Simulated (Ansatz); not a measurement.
## Geometry relaxation of Ni (part 1 of 3)

Ni (P6₃/mmc, 2 atoms in the cell), computed with DFT PBEsol, scalar-relativistic, plane waves, PAW, spin-polarised (Ansatz 0.2.0).

The structure was made by swapping elements on the sites of another compound; it need not be a known phase. It belongs to a series of runs on one base structure; here: Sr -> Ni on all its sites, cell and atoms relaxed. Figures and captions count atoms from 1; the log counts them from 0 in places.

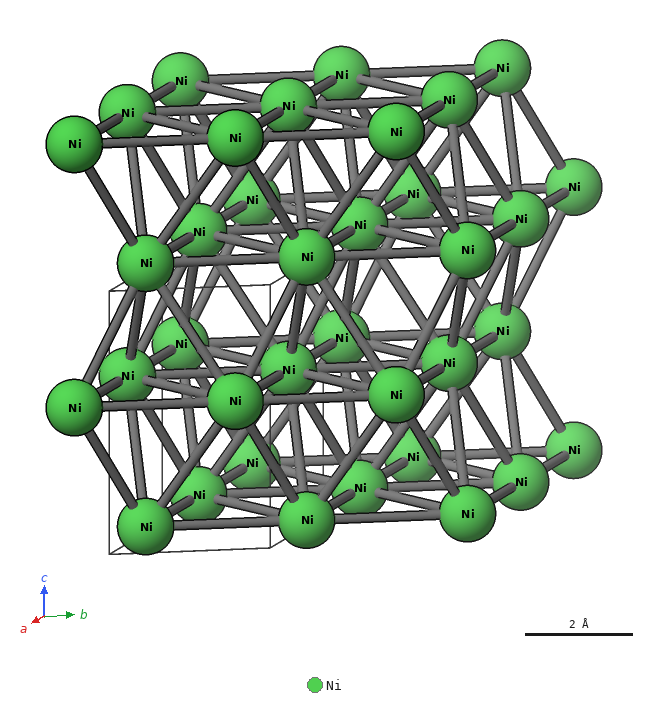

Fig. 1: The starting structure (ball-and-stick view of the cell of the calculation, repeated 3 × 3 × 2, seen slightly off an axis). An atom can appear more than once, as a periodic image. Near neighbours in the periodic cell (some may lie outside the picture): Ni has 12 Ni at 3.07 to 3.08 Å.

**Input file**
```yaml
crystal:
  lattice:
    - [3.0711069024, 0.0, 0.0]
    - [-1.5355534512, 2.6596565952, 0.0]
    - [0.0, 0.0, 5.0362375498]
  atoms:
    - { symbol: Ni, position: [0.3333333333, 0.6666666667, 0.25], spin: 0.9 }
    - { symbol: Ni, position: [0.6666666667, 0.3333333333, 0.75], spin: 0.9 }
basis:
  ecutwfc: 420
kpoints:
  mp_grid: { grid: [6, 6, 4] }
hamiltonian:
  xc: pbesol
scf:
  occupations: { method: gaussian, width: 0.1 }
output:
  forces: true
  stress: true
  eigenvalues: true
  populations: true
magnetization:
  spin_polarized: true
relax:
  adjacent_minimum: "off"
  f_tol: 0.05
  max_steps: 60
  cell: { stress_tol: 0.5 }
```

Machine: 1 thread of Arm Neoverse V2, 24 GiB of memory available, shared host.

Run as:
```bash
ansatz run input.yaml --threads 1 --pin off --max-ram 2560MiB --backend cpu --events-out ev --progress --plain --runs-dir out
```

**Output**
```
Engine: ansatz 0.2.0, aarch64-unknown-linux-gnu
Pseudopotentials: kind: paw
Pseudopotential: Ni, paw, valence charge 18, recommended cutoff 420 eV (normal), Ni.paw.azcp
Functional definition: PBEsol
  exchange = pbesol_x
  correlation = pbesol_c
Crystal: 2 atoms, lattice volume = 41.136 Å³
Basis set: ecut = 420 eV, 785 PW (Γ), exchange–correlation on 48×48×72 points (8 copies of the dense FFT grid, shifted against one another)
Bands: 23, of which v1, the nominal top of the filled ones, is band 18 counted from 1 (17 counted from 0)
Symmetry: 24 space group operations
Space group: P63/mmc (ITA 194), of the structure as read, at distance tolerance 3.5e-5 Å
Magnetic group: BNS 194.263 (UNI 1493), of the structure as read, at distance tolerance 3.5e-5 Å
k-points: 21 of 144
Non-local potential: Ni, projectors of the file, l = 0: 3, l = 1: 2, l = 2: 3, l = 3: 1
PAW form: soft (Blöchl's): semilocal exchange-correlation on the pseudo side does not see the compensation charge
PAW frozen core: Ni, regenerated for the run's functional, and the local potential with it (the file was generated under x = pbe(κ = 0.804, μ = 0.2195149727645171), c = pbe(β = 0.06672455060314922))
PAW one-centre angular grid: Ni, 590 points (default); XC on 64 Gauss nodes
Initial density: superposition of atomic densities (chi_scale 0.1, normalization cell)
Starting moments: Σ|m| = 1.8 μB on 2 of 2 sites
Initial wavefunctions: pseudopotential atomic-orbital guess
Functional: x = pbesol(κ = 0.804, μ = 0.12345679012345678), c = pbesol(β = 0.046)
iter 1 solved again at ethr=1.69e-3 eV; its pass at ethr=3.10e-3 eV (dr2=6.07e-1 eV) is discarded
SCF iter   1: F=—  HF=-11604.330758 eV  |F-HF|=—  |Δ(HF+E_count)|=         —  Δρ=4.28e-2 (↑4.28e-2 ↓9.62e-3)  dr2=6.07e-1  dr2_m=1.12e-1  M=1.851 μB ∫|m|=1.986 μB  β_m=0.30  ethr=1.69e-3  ⟨swp⟩=1.0  Hψ=4848  notcnv=0
Mixer restart at iter 1: flushing history
preconditioner: auto → Kerker (q_TF=auto, 2.668 Å⁻¹)  [metal: Δε(μ)=0.006 eV  Ē_g=5.655 eV  σ=0.100 eV  W_gap=0.04  n_scr=10 (ndim 8)  ℏωp=25.9 eV  f_vac=0.000  D(μ)=10.58/eV (n_scr^D=232)]
spin=Collinear: Kerker preconditioning applied to the charge; magnetization (m = ρ↑ − ρ↓) channel mixes plain (no charge-response kernel on spin).
SCF iter   2: F=—  HF=-11605.187814 eV  |F-HF|=—  |Δ(HF+E_count)|=   8.57e-1  Δρ=2.69e-2 (↑2.69e-2 ↓5.11e-3)  dr2=2.52e-1  dr2_m=5.20e-2  M=1.816 μB ∫|m|=1.991 μB  β_m=0.57  ethr=1.69e-3  ⟨swp⟩=2.3  Hψ=1522  notcnv=0
SCF iter   3: F=—  HF=-11606.187433 eV  |F-HF|=—  |Δ(HF+E_count)|=         —  Δρ=2.63e-2 (↑9.71e-3 ↓2.63e-2)  dr2=3.81e-1  dr2_m=3.21e-2  M=1.553 μB ∫|m|=1.820 μB  β_m=0.57  ethr=7.00e-4  ⟨swp⟩=2.3  Hψ=1632  notcnv=0  defer=1
Mixer restart at iter 3: flushing history
SCF iter   4: F=—  HF=-11606.315016 eV  |F-HF|=—  |Δ(HF+E_count)|=   1.28e-1  Δρ=1.24e-2 (↑1.24e-2 ↓6.94e-3)  dr2=4.46e-2  dr2_m=4.68e-3  M=1.556 μB ∫|m|=1.849 μB  β_m=0.51  ethr=7.00e-4  ⟨swp⟩=2.5  Hψ=1826  notcnv=0  defer=5
SCF iter   5: F=—  HF=-11606.262223 eV  |F-HF|=—  |Δ(HF+E_count)|=   5.28e-2  Δρ=9.98e-3 (↑3.08e-3 ↓9.98e-3)  dr2=5.97e-2  dr2_m=6.13e-3  M=1.524 μB ∫|m|=1.810 μB  β_m=0.58  ethr=1.24e-4  ⟨swp⟩=2.0  Hψ=2111  notcnv=0  defer=13
SCF iter   6: F=—  HF=-11606.267873 eV  |F-HF|=—  |Δ(HF+E_count)|=   5.65e-3  Δρ=2.07e-3 (↑1.19e-3 ↓2.07e-3)  dr2=3.42e-3  dr2_m=4.73e-4  M=1.521 μB ∫|m|=1.815 μB  β_m=0.79  ethr=1.24e-4  ⟨swp⟩=2.0  Hψ=1461  notcnv=0  defer=13
SCF iter   7: F=—  HF=-11606.268413 eV  |F-HF|=—  |Δ(HF+E_count)|=   5.40e-4  Δρ=1.49e-3 (↑5.09e-4 ↓1.49e-3)  dr2=1.56e-3  dr2_m=1.46e-4  M=1.519 μB ∫|m|=1.818 μB  β_m=0.85  ethr=9.51e-6  ⟨swp⟩=1.6  Hψ=1346  notcnv=0  defer=13
SCF iter   8: F=—  HF=-11606.268444 eV  |F-HF|=—  |Δ(HF+E_count)|=   3.09e-5  Δρ=2.49e-4 (↑9.26e-5 ↓2.49e-4)  dr2=3.76e-5  dr2_m=3.89e-6  M=1.519 μB ∫|m|=1.820 μB  β_m=0.92  ethr=4.34e-6  ⟨swp⟩=2.0  Hψ=1269  notcnv=0  defer=13
SCF iter   9: F=—  HF=-11606.268442 eV  |F-HF|=—  |Δ(HF+E_count)|=   2.01e-6  Δρ=2.33e-4 (↑1.14e-4 ↓2.33e-4)  dr2=3.65e-5  dr2_m=1.66e-6  M=1.519 μB ∫|m|=1.820 μB  β_m=0.92  ethr=1.04e-7  ⟨swp⟩=2.3  Hψ=1522  notcnv=0  defer=13
SCF iter  10: F=—  HF=-11606.268442 eV  |F-HF|=—  |Δ(HF+E_count)|=   6.18e-7  Δρ=3.82e-5 (↑1.11e-5 ↓3.82e-5)  dr2=2.58e-7  dr2_m=1.32e-7  M=1.519 μB ∫|m|=1.821 μB  β_m=0.96  ethr=1.01e-7  ⟨swp⟩=2.0  Hψ=1329  notcnv=0  defer=13
SCF iter  11: F=—  HF=-11606.268442 eV  |F-HF|=—  |Δ(HF+E_count)|=   1.12e-7  Δρ=1.11e-5 (↑5.10e-6 ↓1.11e-5)  dr2=7.01e-8  dr2_m=4.13e-9  M=1.519 μB ∫|m|=1.821 μB  β_m=0.98  ethr=7.17e-10  ⟨swp⟩=2.1  Hψ=1447  notcnv=0  defer=13
SCF iter  12: F=—  HF=-11606.268442 eV  |F-HF|=—  |Δ(HF+E_count)|=   1.32e-8  Δρ=1.74e-5 (↑3.42e-6 ↓1.74e-5)  dr2=4.02e-8  dr2_m=2.24e-8  M=1.519 μB ∫|m|=1.821 μB  β_m=0.99  ethr=1.95e-10  ⟨swp⟩=3.9  Hψ=3468  notcnv=0
SCF iter  13: F=-11606.268442 eV  HF=-11606.268442 eV  |F-HF|=5.55e-9  |Δ(HF+E_count)|=   7.24e-9  Δρ=4.81e-6 (↑1.51e-6 ↓4.81e-6)  dr2=7.12e-9  dr2_m=1.41e-9  M=1.519 μB ∫|m|=1.821 μB  ethr=1.12e-10  ⟨swp⟩=3.1  Hψ=2682  notcnv=0
SCF 1 converged in 13 iterations: F = -11606.268442 eV  dr2 = 7.12e-9
  greatest PAW one-centre occupation: 1.002 electrons in one spin orbital (limit 2), on the Ni atom at site 1 (counted from 0), in its partial waves of l = 1
relax step   1: F+E_penalty+E_count = -11606.26844165 eV  Δ(F+E_penalty+E_count) = +0.000e0 eV  max|allowed force component| = 1.850e-17 eV/Å  Δτ_max = 0.0000 Å  P = -28.810 GPa  Ω = 41.136 Å³  (13 SCF iters, dr2 threshold 1.00e-7 eV, accepted)
Crystal: 2 atoms, lattice volume = 35.475 Å³
Basis set: ecut = 420 eV, 701 PW (Γ), exchange–correlation on 48×48×72 points (8 copies of the dense FFT grid, shifted against one another)
Initial density: handed on by an earlier stage of this run
Starting moments: Σ|m| = 1.8 μB on 2 of 2 sites; this step starts from the density that it was given
Initial wavefunctions: those handed on with the density
iter 1 solved again at ethr=1.59e-5 eV; its pass at ethr=3.10e-3 eV (dr2=5.74e-3 eV) is discarded
SCF iter   1: F=—  HF=-11607.361531 eV  |F-HF|=—  |Δ(HF+E_count)|=         —  Δρ=6.84e-3 (↑6.84e-3 ↓1.86e-3)  dr2=6.19e-3  dr2_m=4.48e-3  M=1.462 μB ∫|m|=1.718 μB  β_m=0.65  ethr=1.59e-5  ⟨swp⟩=2.0  Hψ=5322  notcnv=0
preconditioner: auto → none  [metal: Δε(μ)=0.006 eV  Ē_g=6.776 eV  σ=0.100 eV  W_gap=0.04  n_scr=2 (ndim 8)  ℏωp=27.9 eV  f_vac=0.000  D(μ)=7.25/eV (n_scr^D=134)]
SCF iter   2: F=—  HF=-11607.362271 eV  |F-HF|=—  |Δ(HF+E_count)|=   7.39e-4  Δρ=3.54e-3 (↑2.03e-3 ↓3.54e-3)  dr2=6.58e-3  dr2_m=2.79e-4  M=1.463 μB ∫|m|=1.726 μB  β_m=0.41  ethr=1.59e-5  ⟨swp⟩=2.1  Hψ=1908  notcnv=0
SCF iter   3: F=—  HF=-11607.360147 eV  |F-HF|=—  |Δ(HF+E_count)|=   2.12e-3  Δρ=2.47e-3 (↑2.47e-3 ↓1.05e-3)  dr2=1.85e-3  dr2_m=2.49e-4  M=1.464 μB ∫|m|=1.730 μB  β_m=0.40  ethr=1.59e-5  ⟨swp⟩=2.0  Hψ=1766  notcnv=0
SCF iter   4: F=—  HF=-11607.360054 eV  |F-HF|=—  |Δ(HF+E_count)|=   9.24e-5  Δρ=1.12e-3 (↑1.12e-3 ↓8.06e-4)  dr2=6.09e-4  dr2_m=2.18e-5  M=1.466 μB ∫|m|=1.735 μB  β_m=0.70  ethr=5.13e-6  ⟨swp⟩=1.2  Hψ=1169  notcnv=0
SCF iter   5: F=—  HF=-11607.360155 eV  |F-HF|=—  |Δ(HF+E_count)|=   1.00e-4  Δρ=4.51e-4 (↑2.03e-4 ↓4.51e-4)  dr2=7.80e-5  dr2_m=6.60e-6  M=1.468 μB ∫|m|=1.742 μB  β_m=0.67  ethr=1.69e-6  ⟨swp⟩=2.0  Hψ=1352  notcnv=0
SCF iter   6: F=—  HF=-11607.360194 eV  |F-HF|=—  |Δ(HF+E_count)|=   3.93e-5  Δρ=2.16e-4 (↑2.91e-5 ↓2.16e-4)  dr2=9.54e-6  dr2_m=4.05e-6  M=1.470 μB ∫|m|=1.745 μB  β_m=0.84  ethr=2.17e-7  ⟨swp⟩=2.0  Hψ=1361  notcnv=0
SCF iter   7: F=—  HF=-11607.360211 eV  |F-HF|=—  |Δ(HF+E_count)|=   1.74e-5  Δρ=6.13e-5 (↑1.04e-5 ↓6.13e-5)  dr2=7.79e-7  dr2_m=2.94e-7  M=1.471 μB ∫|m|=1.747 μB  β_m=0.82  ethr=2.65e-8  ⟨swp⟩=2.3  Hψ=1563  notcnv=0
SCF iter   8: F=—  HF=-11607.360213 eV  |F-HF|=—  |Δ(HF+E_count)|=   1.56e-6  Δρ=1.87e-5 (↑6.00e-6 ↓1.87e-5)  dr2=3.98e-8  dr2_m=3.24e-8  M=1.472 μB ∫|m|=1.748 μB  β_m=0.91  ethr=2.17e-9  ⟨swp⟩=2.2  Hψ=1617  notcnv=0
SCF iter   9: F=-11607.360213 eV  HF=-11607.360213 eV  |F-HF|=1.88e-8  |Δ(HF+E_count)|=   9.54e-8  Δρ=8.49e-6 (↑2.43e-6 ↓8.49e-6)  dr2=2.28e-8  dr2_m=3.91e-9  M=1.472 μB ∫|m|=1.748 μB  ethr=1.11e-10  ⟨swp⟩=2.4  Hψ=3419  notcnv=0
SCF 2 converged in 9 iterations: F = -11607.360213 eV  dr2 = 2.28e-8
relax step   2: F+E_penalty+E_count = -11607.36021298 eV  Δ(F+E_penalty+E_count) = -1.092e0 eV  max|allowed force component| = 4.973e-17 eV/Å  Δτ_max = 0.0000 Å  P = -32.759 GPa  Ω = 35.475 Å³  energy of the carried Pulay correction = +9.902e-4 eV  (9 SCF iters, dr2 threshold 2.00e-7 eV, accepted)
Crystal: 2 atoms, lattice volume = 30.351 Å³
Basis set: ecut = 420 eV, 591 PW (Γ), exchange–correlation on 48×48×72 points (8 copies of the dense FFT grid, shifted against one another)
iter 1 solved again at ethr=1.16e-4 eV; its pass at ethr=3.10e-3 eV (dr2=4.16e-2 eV) is discarded
SCF iter   1: F=—  HF=-11608.461003 eV  |F-HF|=—  |Δ(HF+E_count)|=         —  Δρ=1.35e-2 (↑1.35e-2 ↓3.72e-3)  dr2=4.14e-2  dr2_m=9.23e-3  M=1.387 μB ∫|m|=1.626 μB  β_m=0.30  ethr=1.16e-4  ⟨swp⟩=1.7  Hψ=5336  notcnv=0
preconditioner: auto → Kerker (q_TF=auto, 2.807 Å⁻¹)  [metal: Δε(μ)=0.008 eV  Ē_g=7.681 eV  σ=0.100 eV  W_gap=0.05  n_scr=10 (ndim 8)  ℏωp=30.1 eV  f_vac=0.000  D(μ)=5.40/eV (n_scr^D=98)]
spin=Collinear: Kerker preconditioning applied to the charge; magnetization (m = ρ↑ − ρ↓) channel mixes plain (no charge-response kernel on spin).
SCF iter   2: F=—  HF=-11608.446570 eV  |F-HF|=—  |Δ(HF+E_count)|=   1.44e-2  Δρ=6.55e-3 (↑6.55e-3 ↓1.95e-3)  dr2=5.68e-3  dr2_m=4.35e-3  M=1.385 μB ∫|m|=1.628 μB  β_m=0.42  ethr=1.15e-4  ⟨swp⟩=2.0  Hψ=1511  notcnv=0
SCF iter   3: F=—  HF=-11608.443930 eV  |F-HF|=—  |Δ(HF+E_count)|=   2.64e-3  Δρ=2.99e-3 (↑2.99e-3 ↓8.77e-4)  dr2=1.61e-3  dr2_m=7.91e-4  M=1.380 μB ∫|m|=1.631 μB  β_m=0.51  ethr=1.58e-5  ⟨swp⟩=1.1  Hψ=976  notcnv=0
SCF iter   4: F=—  HF=-11608.443319 eV  |F-HF|=—  |Δ(HF+E_count)|=   6.11e-4  Δρ=6.19e-4 (↑3.64e-4 ↓6.19e-4)  dr2=1.14e-4  dr2_m=1.22e-5  M=1.374 μB ∫|m|=1.631 μB  β_m=0.76  ethr=4.46e-6  ⟨swp⟩=2.4  Hψ=1383  notcnv=0
SCF iter   5: F=—  HF=-11608.443678 eV  |F-HF|=—  |Δ(HF+E_count)|=   3.59e-4  Δρ=7.50e-4 (↑3.47e-4 ↓7.50e-4)  dr2=2.12e-4  dr2_m=1.57e-5  M=1.371 μB ∫|m|=1.628 μB  β_m=0.76  ethr=3.17e-7  ⟨swp⟩=2.0  Hψ=1442  notcnv=0
SCF iter   6: F=—  HF=-11608.443825 eV  |F-HF|=—  |Δ(HF+E_count)|=   1.47e-4  Δρ=2.86e-4 (↑9.96e-5 ↓2.86e-4)  dr2=3.40e-5  dr2_m=3.26e-6  M=1.369 μB ∫|m|=1.626 μB  β_m=0.88  ethr=3.17e-7  ⟨swp⟩=2.0  Hψ=1406  notcnv=0
SCF iter   7: F=—  HF=-11608.443861 eV  |F-HF|=—  |Δ(HF+E_count)|=   3.60e-5  Δρ=1.37e-4 (↑4.05e-5 ↓1.37e-4)  dr2=7.02e-6  dr2_m=8.34e-7  M=1.368 μB ∫|m|=1.624 μB  β_m=0.94  ethr=9.45e-8  ⟨swp⟩=2.0  Hψ=1394  notcnv=0
SCF iter   8: F=—  HF=-11608.443870 eV  |F-HF|=—  |Δ(HF+E_count)|=   8.69e-6  Δρ=1.70e-5 (↑6.32e-6 ↓1.70e-5)  dr2=1.11e-7  dr2_m=1.08e-8  M=1.367 μB ∫|m|=1.623 μB  β_m=0.92  ethr=1.95e-8  ⟨swp⟩=2.1  Hψ=1578  notcnv=0
SCF iter   9: F=-11608.443870 eV  HF=-11608.443870 eV  |F-HF|=1.27e-7  |Δ(HF+E_count)|=   3.08e-8  Δρ=1.86e-5 (↑9.28e-6 ↓1.86e-5)  dr2=1.45e-7  dr2_m=9.34e-9  M=1.367 μB ∫|m|=1.623 μB  ethr=3.08e-10  ⟨swp⟩=3.1  Hψ=3808  notcnv=0
SCF 3 converged in 9 iterations: F = -11608.443870 eV  dr2 = 1.45e-7
relax step   3: F+E_penalty+E_count = -11608.44386957 eV  Δ(F+E_penalty+E_count) = -1.084e0 eV  max|allowed force component| = 2.776e-17 eV/Å  Δτ_max = 0.0000 Å  P = -34.324 GPa  Ω = 30.351 Å³  energy of the carried Pulay correction = +2.022e-3 eV  (9 SCF iters, dr2 threshold 2.00e-7 eV, accepted)
Crystal: 2 atoms, lattice volume = 25.741 Å³
Basis set: ecut = 420 eV, 525 PW (Γ), exchange–correlation on 48×48×72 points (8 copies of the dense FFT grid, shifted against one another)
iter 1 solved again at ethr=3.92e-4 eV; its pass at ethr=3.10e-3 eV (dr2=1.41e-1 eV) is discarded
```
